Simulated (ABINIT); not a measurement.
Run report: SiC, positron calculation (part 1 of 2)

- system: SiC (P6₃mc, 4 atoms in the cell)
- method: Kohn-Sham DFT of a periodic cell, PBE, JTH PAW PBE v2.0, no spin polarisation (ABINIT 10.8.3)

The structure derives from an entry of the Crystallography Open Database.

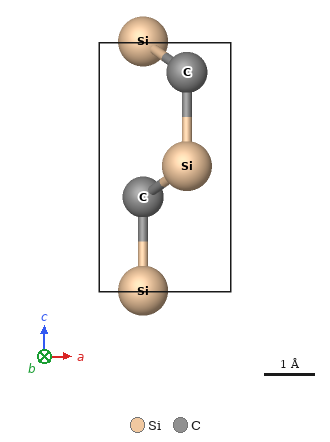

*The structure (ball-and-stick view of the cell of the calculation, along the b axis).*

## Key numbers

```tsv
quantity	value
outcome	converged
space group (tolerance 0.01 Å)	P6₃mc (186)
electrons treated	16
free energy	−530.5456 eV
positron lifetime (one of the program's estimates)	148.3 ps
Fermi energy	9.058 eV
gap on the k-point mesh	2.61 eV
pressure	0.00 GPa
largest force (length of the vector)	0.013 eV/Å
hardware	1 thread of Arm Neoverse V1, 24 GiB of memory available, shared host
wall time	15 s
peak memory	0.08 GiB
```

## Notes

Points of doubt noted for this run: PAW basis incomplete for positron.

## The input
```
ndtset 2

pp_dirpath "./"
pseudos "Si.GGA_PBE-JTH.xml, C.GGA_PBE-JTH.xml"

acell 3*1.0 Angstrom
rprim
     3.0894340300     0.0000000000     0.0000000000
    -1.5447170200     2.6755283600     0.0000000000
     0.0000000000     0.0000000000     5.0702153500
ntypat 2
znucl 14 6
natom 4
typat 1 1 2 2
chkprim 0
chksymtnons 0
tolsym 1.0e-6
xred
            2/3            1/3   0.5045943900
            1/3            2/3   0.0045943900
            2/3            1/3   0.8804056100
            1/3            2/3   0.3804056100

ecut 19.0
pawecutdg 38.0
ecutsm 0.5

ixc 11

nstep 80

iomode 3
prteig 0
prtebands 0
prtwf 0

kptopt1 1
ngkpt1 7 7 4
nshiftk1 1
shiftk1 0.0 0.0 0.0
nband1 12
occopt1 3
tsmear1 0.00183747
tolvrs1 1.0e-10
prtden1 1

positron2 1
ixcpositron2 11
getden2 1
kptopt2 0
nkpt2 1
kpt2 0.0 0.0 0.0
nband2 1
occopt2 2
occ2 1.0
posocc2 1.0
toldfe2 1.0e-9
optforces2 0
optstress2 0
prtden2 0
```

Launched with:
```bash
abinit run.abi > log 2>&1
```

## Output
```
.Version 10.8.3 of ABINIT
 DATASET    1 : space group P6_3 m c (#186); Bravais hP (primitive hexag.)
================================================================================
 Values of the parameters that define the memory need for DATASET  1.
     intxc =       0    ionmov =       0      iscf =      17    lmnmax =       8
     lnmax =       4     mgfft =      40  mpssoang =       2    mqgrid =    3001
     natom =       4  nloc_mem =       2    nspden =       1   nspinor =       1
    nsppol =       1      nsym =      12    n1xccc =       1    ntypat =       2
    occopt =       3   xclevel =       2
       mpw =        1126          nfft =       23040          nkpt =          24
 PAW method is used; the additional fine FFT grid is defined by:
   mgfftf=        54    nfftf =     69984
================================================================================
================================================================================

 DATASET    2 : space group P6_3 m c (#186); Bravais hP (primitive hexag.)
================================================================================
 Values of the parameters that define the memory need for DATASET  2.
     intxc =       0    ionmov =       0      iscf =      17    lmnmax =       8
     lnmax =       4     mgfft =      40  mpssoang =       2    mqgrid =    3001
     natom =       4  nloc_mem =       2    nspden =       1   nspinor =       1
    nsppol =       1      nsym =      12    n1xccc =       1    ntypat =       2
    occopt =       2   xclevel =       2
       mpw =         550          nfft =       23040          nkpt =           1
 PAW method is used; the additional fine FFT grid is defined by:
   mgfftf=        54    nfftf =     69984
================================================================================
================================================================================

--------------------------------------------------------------------------------
------------- Echo of variables that govern the present computation ------------
--------------------------------------------------------------------------------
 -outvars: echo values of preprocessed input variables --------
            acell      1.8897261259E+00  1.8897261259E+00  1.8897261259E+00 Bohr
              amu      2.80855000E+01  1.20110000E+01
          chkprim           0
      chksymtnons           0
             ecut      1.90000000E+01 Hartree
           ecutsm      5.00000000E-01 Hartree
           getden1          0
           getden2          1
              ixc          11
      ixcpositron1          1
      ixcpositron2         11
           jdtset        1    2
           kptopt1          1
           kptopt2          0
         kptrlatt        7    0    0      0    7    0      0    0    4
          kptrlen1     3.83252736E+01
          kptrlen2     3.00000000E+01
            natom           4
            nband1         12
            nband2          1
           ndtset           2
            ngfft          24      24      40
          ngfftdg          36      36      54
             nkpt1         24
             nkpt2          1
            nstep          80
             nsym          12
           ntypat           2
           occopt1          3
           occopt2          2
        optforces1          2
        optforces2          0
        optstress1          1
        optstress2          0
        pawecutdg      3.80000000E+01 Hartree
         positron1          0
         positron2          1
           prtden1          1
           prtden2          0
        prtebands           0
           prteig           0
            prtwf           0
            rprim      3.0894340300E+00  0.0000000000E+00  0.0000000000E+00
                      -1.5447170200E+00  2.6755283600E+00  0.0000000000E+00
                       0.0000000000E+00  0.0000000000E+00  5.0702153500E+00
           shiftk1     0.00000000E+00  0.00000000E+00  0.00000000E+00
           shiftk2     5.00000000E-01  5.00000000E-01  5.00000000E-01
          spgroup         186
           toldfe1     0.00000000E+00 Hartree
           toldfe2     1.00000000E-09 Hartree
           tolsym      1.00000000E-06
           tolvrs1     1.00000000E-10
           tolvrs2     0.00000000E+00
           tsmear1     1.83747000E-03 Hartree
           tsmear2     1.00000000E-02 Hartree
            typat      1  1  2  2
           useylm           1
           xangst      1.5447170133E+00  8.9184278667E-01  2.5584022217E+00
                      -3.3333334145E-09  1.7836855733E+00  2.3294546702E-02
                       1.5447170133E+00  8.9184278667E-01  4.4638460380E+00
                      -3.3333334145E-09  1.7836855733E+00  1.9287383630E+00
            xcart      2.9190920972E+00  1.6853386142E+00  4.8346795189E+00
                      -6.2990872398E-09  3.3706772283E+00  4.4020313494E-02
                       2.9190920972E+00  1.6853386142E+00  8.4354464801E+00
                      -6.2990872398E-09  3.3706772283E+00  3.6447872747E+00
             xred      6.6666666667E-01  3.3333333333E-01  5.0459439000E-01
                       3.3333333333E-01  6.6666666667E-01  4.5943900000E-03
                       6.6666666667E-01  3.3333333333E-01  8.8040561000E-01
                       3.3333333333E-01  6.6666666667E-01  3.8040561000E-01
            znucl       14.00000    6.00000

================================================================================

 chkinp: Checking input parameters for consistency, jdtset=   1.

 chkinp: Checking input parameters for consistency, jdtset=   2.

================================================================================
== DATASET  1 ==================================================================

--- !DatasetInfo
iteration_state: {dtset: 1, }
dimensions: {natom: 4, nkpt: 24, mband: 12, nsppol: 1, nspinor: 1, nspden: 1, mpw: 1126, }
cutoff_energies: {ecut:  19.0, pawecutdg:  38.0, }
electrons: {nelect:   1.60000000E+01, charge:   0.00000000E+00, occopt:   3.00000000E+00, tsmear:   1.83747000E-03, }
meta: {optdriver: 0, ionmov: 0, optcell: 0, iscf: 17, paral_kgb: 0, }
...

 Exchange-correlation functional for the present dataset will be:
  GGA: Perdew-Burke-Ernzerhof functional - ixc=11
  J.P.Perdew, K.Burke, M.Ernzerhof, PRL 77, 3865 (1996)

 Real(R)+Recip(G) space primitive vectors, cartesian coordinates (Bohr,Bohr^-1):
 R(1)=  5.8381842  0.0000000  0.0000000  G(1)=  0.1712861  0.0988921  0.0000000
 R(2)= -2.9190921  5.0560158  0.0000000  G(2)=  0.0000000  0.1977842  0.0000000
 R(3)=  0.0000000  0.0000000  9.5813184  G(3)=  0.0000000  0.0000000  0.1043698
 Unit cell volume ucvol=  2.8282090E+02 bohr^3
 Angles (23,13,12)=  9.00000000E+01  9.00000000E+01  1.20000000E+02 degrees

 Coarse grid specifications (used for wave-functions):

 getcut: wavevector=  0.0000  0.0000  0.0000  ngfft=  24  24  40
         ecut(hartree)=     19.000   => boxcut(ratio)=   2.09504

 Fine grid specifications (used for densities):

 getcut: wavevector=  0.0000  0.0000  0.0000  ngfft=  36  36  54
         ecut(hartree)=     38.000   => boxcut(ratio)=   2.03101

--- Pseudopotential description ------------------------------------------------
- pspini: atom type   1  psp file is ./Si.GGA_PBE-JTH.xml
 Pseudopotential format is: paw10
 basis_size (lnmax)=  4 (lmn_size=  8), orbitals=   0   0   1   1
 Spheres core radius: rc_sph= 1.90944987
 Shapefunction is BESSEL type: shapef(r,l)=aa(1,l)*jl(q(1,l)*r)+aa(2,l)*jl(q(2,l)*r)
 Radius for shape functions =  1.60149249
 Compensation charge density is not taken into account in XC energy/potential

- pspini: atom type   2  psp file is ./C.GGA_PBE-JTH.xml
 Pseudopotential format is: paw10
 basis_size (lnmax)=  4 (lmn_size=  8), orbitals=   0   0   1   1
 Spheres core radius: rc_sph= 1.50736703
 Shapefunction is SIN type: shapef(r)=[sin(pi*r/rshp)/(pi*r/rshp)]**2
 Radius for shape functions =  1.30052589
 Compensation charge density is not taken into account in XC energy/potential

   2.91409616E+02                                ecore*ucvol(ha*bohr**3)
--------------------------------------------------------------------------------

================================================================================

--- !BeginCycle
iteration_state: {dtset: 1, }
solver: {iscf: 17, nstep: 80, nline: 4, wfoptalg: 10, }
tolerances: {tolvrs: 1.00E-10, }
...

     iter   Etot(hartree)      deltaE(h)  residm     nres2
 ETOT  1  -19.579908810511    -1.958E+01 8.060E-02 3.290E+01
 ETOT  2  -19.501268670598     7.864E-02 1.212E-02 3.342E+00
 ETOT  3  -19.497034057720     4.235E-03 1.029E-02 4.640E-01
 ETOT  4  -19.497136242738    -1.022E-04 2.331E-03 4.365E-03
 ETOT  5  -19.497172466158    -3.622E-05 6.154E-04 1.064E-03
 ETOT  6  -19.497190916279    -1.845E-05 6.079E-04 6.165E-05
 ETOT  7  -19.497192207457    -1.291E-06 2.902E-04 7.517E-06
 ETOT  8  -19.497192525637    -3.182E-07 8.924E-05 5.092E-07
 ETOT  9  -19.497192629938    -1.043E-07 8.819E-05 2.996E-08
 ETOT 10  -19.497192658241    -2.830E-08 1.408E-04 3.137E-08
 ETOT 11  -19.497192665802    -7.560E-09 1.243E-04 9.882E-10
 ETOT 12  -19.497192667985    -2.184E-09 2.343E-04 1.908E-09
 ETOT 13  -19.497192668616    -6.308E-10 1.572E-04 1.650E-10
 ETOT 14  -19.497192668805    -1.885E-10 2.538E-04 1.294E-10
 ETOT 15  -19.497192668862    -5.700E-11 1.268E-04 1.029E-11

 At SCF step   15       nres2   =  1.03E-11 < tolvrs=  1.00E-10 =>converged.

 Cartesian components of stress tensor (hartree/bohr^3)
  sigma(1 1)= -6.37250847E-07  sigma(3 2)=  0.00000000E+00
  sigma(2 2)= -6.37269100E-07  sigma(3 1)=  0.00000000E+00
  sigma(3 3)=  1.42845994E-06  sigma(2 1)=  6.80715002E-12

--- !ResultsGS
iteration_state: {dtset: 1, }
comment   : Summary of ground state results
lattice_vectors:
- [  5.8381842,   0.0000000,   0.0000000, ]
- [ -2.9190921,   5.0560158,   0.0000000, ]
- [  0.0000000,   0.0000000,   9.5813184, ]
lattice_lengths: [   5.83818,    5.83818,    9.58132, ]
lattice_angles: [ 90.000,  90.000, 120.000, ] # degrees, (23, 13, 12)
lattice_volume:   2.8282090E+02
convergence: {deltae: -5.700E-11, res2:  1.029E-11, residm:  1.268E-04, diffor: null, }
etotal    :  -1.94971927E+01
entropy   :   0.00000000E+00
fermie    :   3.32861347E-01
cartesian_stress_tensor: # hartree/bohr^3
- [ -6.37250847E-07,   6.80715002E-12,   0.00000000E+00, ]
- [  6.80715002E-12,  -6.37269100E-07,   0.00000000E+00, ]
- [  0.00000000E+00,   0.00000000E+00,   1.42845994E-06, ]
pressure_GPa:  -1.5097E-03
xred      :
- [  6.6667E-01,   3.3333E-01,   5.0459E-01, Si]
- [  3.3333E-01,   6.6667E-01,   4.5944E-03, Si]
- [  6.6667E-01,   3.3333E-01,   8.8041E-01,  C]
- [  3.3333E-01,   6.6667E-01,   3.8041E-01,  C]
cartesian_forces: # hartree/bohr
- [ -5.90352371E-27,   2.38588070E-26,  -2.47479085E-04, ]
- [ -5.90352371E-27,  -3.40840101E-27,  -2.47479085E-04, ]
- [  5.90352371E-27,   4.43092129E-26,   2.47479085E-04, ]
- [  5.90352371E-27,  -6.47596189E-26,   2.47479085E-04, ]
force_length_stats: {min:   2.47479085E-04, max:   2.47479085E-04, mean:   2.47479085E-04, }
...

 Integrated electronic density in atomic spheres:
 ------------------------------------------------
 Atom  Sphere_radius  Integrated_density
    1        1.90945          1.64666159
    2        1.90945          1.64666159
    3        1.50737          2.54855126
    4        1.50737          2.54855126

================================================================================

 ----iterations are completed or convergence reached----
```
